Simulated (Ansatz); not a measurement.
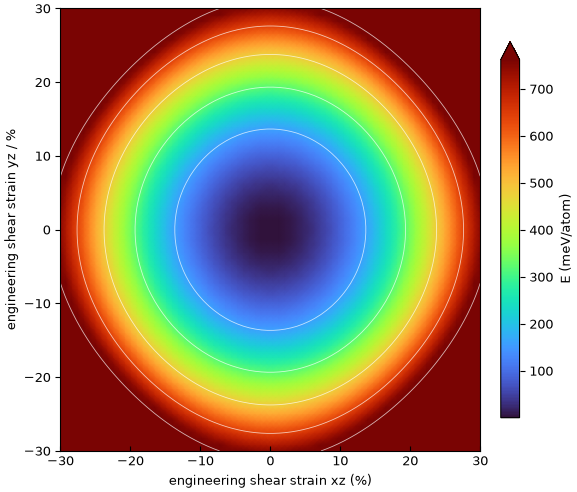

Energy landscape of Pt (Im-3m, No. 229; 1 atom in the cell). The energy is mapped over two homogeneous strains (x, y and z along the cube axes). The first coordinate is: engineering shear strain xz; the second: engineering shear strain yz. Nothing is relaxed (symmetry fixes all fractional coordinates). The grid has 9 × 9 points; 15 points were computed and 66 follow by symmetry. Points are written as (first, second). All energies are given in meV/atom relative to the lowest grid point. These are results of Ansatz, DFT PBEsol, scalar-relativistic, plane waves, PAW, not measurements. Settings: cutoff 420 eV, k-mesh 20×20×20, gaussian smearing 0.15 eV, no spin polarisation.

In the figure: a smooth colour map with a few white contour lines, one colour for all values above the top of the scale. Between grid points the surface is interpolated. 

Where are the wells?

The lowest grid point is at (0.0 %, 0.0 %). No other kind of well shows on this grid. The highest grid point, (−30.0 %, −30.0 %), lies 1819 meV/atom above the lowest. Round the minimum the contours are nearly round: the two directions are equally stiff and uncoupled.

The values on the grid:

| second ↓, first → | −30.0 | −22.5 | −15.0 | −7.5 | 0.0 | 7.5 | 15.0 | 22.5 | 30.0 |
| --- | --- | --- | --- | --- | --- | --- | --- | --- | --- |
| 30.0 | 1819 | 1329 | 992 | 804 | 746 | 804 | 992 | 1329 | 1819 |
| 22.5 | 1329 | 929 | 649 | 486 | 431 | 486 | 649 | 929 | 1329 |
| 15.0 | 992 | 649 | 397 | 244 | 193 | 244 | 397 | 649 | 992 |
| 7.5 | 804 | 486 | 244 | 97 | 49 | 97 | 244 | 486 | 804 |
| 0.0 | 746 | 431 | 193 | 49 | 0 | 49 | 193 | 431 | 746 |
| −7.5 | 804 | 486 | 244 | 97 | 49 | 97 | 244 | 486 | 804 |
| −15.0 | 992 | 649 | 397 | 244 | 193 | 244 | 397 | 649 | 992 |
| −22.5 | 1329 | 929 | 649 | 486 | 431 | 486 | 649 | 929 | 1329 |
| −30.0 | 1819 | 1329 | 992 | 804 | 746 | 804 | 992 | 1329 | 1819 |

Time for the 15 points that were run: 5.2 min on 1 thread of Intel(R) Xeon(R) Platinum 8488C (Sapphire Rapids), with other jobs on the host.

PAW datasets: the set soft_1.
